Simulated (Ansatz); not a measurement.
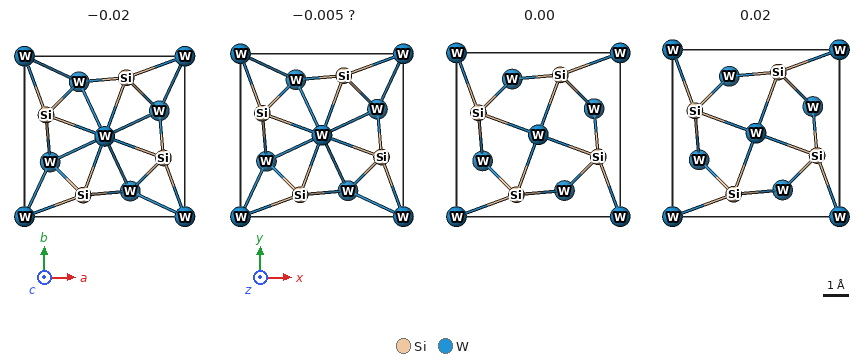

A scan of a crystal of Si2W3 (P4/mbm): the cell is strained equally along x and y, with the atoms kept at their fractional coordinates. x, y and z are the Cartesian axes of the input. A ball-and-stick model of the cell of the calculation, seen along the c axis.

Computed with DFT PBE, scalar-relativistic, plane waves, PAW in Ansatz. Settings: plane-wave cutoff 420 eV; k-point mesh 6 × 6 × 12; occupations gaussian; smearing width 0.15 eV; no spin polarisation. Energies (free energies at the smearing named) are counted from the relaxed crystal.

```tsv
strain	energy change (meV/atom)
−0.0200	21.6
−0.0150	11.9
−0.0100	5.2
−0.0050	?
0.0000	0.0
0.0050	1.3
0.0100	5.1
0.0150	11.3
0.0175	15.2
0.0200	19.7
```

> Fill in the missing row.

A straight line between the two neighbours gives 2.6 meV/atom. A cubic through the four nearest rows (−0.0150, −0.0100, 0.0000, 0.0050) gives, with Lagrange weights, (−0.1667)(11.9) + (0.6667)(5.2) + (0.6667)(0.0) + (−0.1667)(1.3) = 1.3 meV/atom. The calculation gives 1.2 meV/atom, so the cubic is 0.1 meV/atom too high and the straight line 1.4 meV/atom too high, as the curve bends upwards here.

The whole profile:

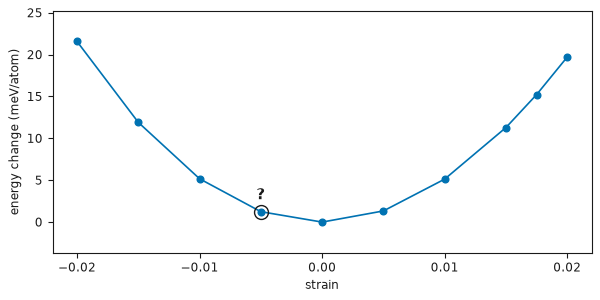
